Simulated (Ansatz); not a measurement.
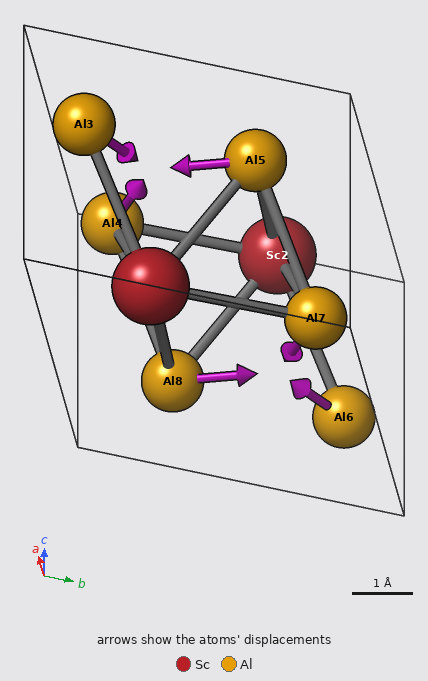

One vibrational mode of a crystal of ScAl$_{3}$ (a generated structure) at the zone centre. Displacements are drawn as purple arrows; their common scale and sign are arbitrary. A ball-and-stick model of the cell of the calculation, seen from a free direction.

Theory: DFT PBE, scalar-relativistic, plane waves, PAW (Ansatz). Set-up: plane-wave cutoff 420 eV; k-point mesh 6 × 6 × 8; occupations fermi dirac; smearing width 0.15 eV; no spin polarisation.

The frequencies depend somewhat on the k-mesh and the smearing.

### Describe the mode and give its frequency.

This is the A₁g mode at 283 cm⁻¹, optical level 11 of 14, counted from below, Raman-active by symmetry. The Sc atoms stay at rest; atoms of one kind move against one another, with no net shift of their sublattice.
